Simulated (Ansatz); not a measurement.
Consider W (slab).

The calculation's input:

```
crystal:
  lattice:
    - [5.469762429, 0.0, 0.0]
    - [-2.7348812145, 8.2046436436, 0.0]
    - [0.0, 0.0, 29.0482104963]
  atoms:
    - { symbol: W, position: [0.0495214288, 0.0799427038, 0.5650381994] }
    - { symbol: W, position: [0.0577886034, 0.4138224941, 0.5710962505] }
    - { symbol: W, position: [0.0565892701, 0.7420901807, 0.5737009492] }
    - { symbol: W, position: [0.5366480141, 0.0742139801, 0.5698389966] }
    - { symbol: W, position: [0.5545069229, 0.4116210807, 0.570811554] }
    - { symbol: W, position: [0.5609912534, 0.7415213319, 0.568131589] }
    - { symbol: W, position: [0.804602775, 0.9125442853, 0.6449015539] }
    - { symbol: W, position: [0.802838787, 0.2401706186, 0.6455482458] }
    - { symbol: W, position: [0.7983119254, 0.5733375251, 0.6459703568] }
    - { symbol: W, position: [0.3035033696, 0.9116046154, 0.6463514271] }
    - { symbol: W, position: [0.3044455796, 0.2452539287, 0.644446331] }
    - { symbol: W, position: [0.3044642075, 0.5779252626, 0.6461780713] }
    - { symbol: W, position: [0.5560860296, 0.746062622, 0.7182272527] }
    - { symbol: W, position: [0.5537677732, 0.0769052453, 0.7184479924] }
    - { symbol: W, position: [0.547928791, 0.4054629948, 0.7179764378] }
    - { symbol: W, position: [1.055638726, 0.7464401927, 0.7184322677] }
    - { symbol: W, position: [1.0513261458, 0.0757986735, 0.7183947025] }
    - { symbol: W, position: [1.0514388366, 0.4083230605, 0.7182519414] }
basis:
  ecutwfc: 420
kpoints:
  mp_grid: { grid: [7, 5, 1] }
hamiltonian:
  xc: pbe
scf:
  occupations: { method: gaussian, width: 0.1 }
output:
  forces: true
  stress: true
  eigenvalues: true
  write_density: true
  write_potential: true
  elf: true
  volumetric_format: npy
efield:
  axis: 3
  dipole_correction: true
  ramp_width: 0.04
```

Launched as:

```sh
ansatz run input.yaml --threads 8 --pin off --max-ram 20480MiB --backend cpu --events-out ev --progress --plain --runs-dir out
```

Not relaxed (largest force 1.7 eV/Å).

Level of theory: Ansatz, DFT PBE, scalar-relativistic, plane waves, PAW.

Predict the valence pseudo-density and electron localisation function between the atoms.

W–W (2.86 Å): ρ is about 0.36 e/Å³ halfway; the ELF is about 0.40 at the midpoint.
W–W (2.88 Å): ρ is about 0.35 e/Å³ halfway; the ELF is about 0.40 at the midpoint.

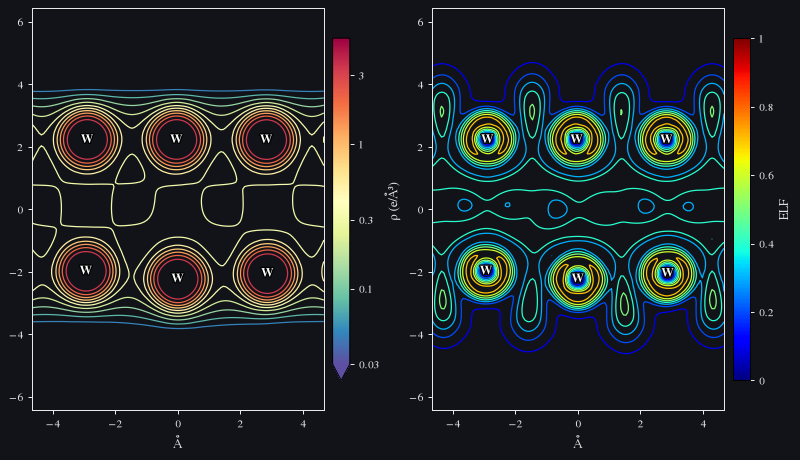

Computed valence pseudo-density and electron localisation function on the (100) plane of the calculation cell, a cut from vacuum to vacuum, in this order. 
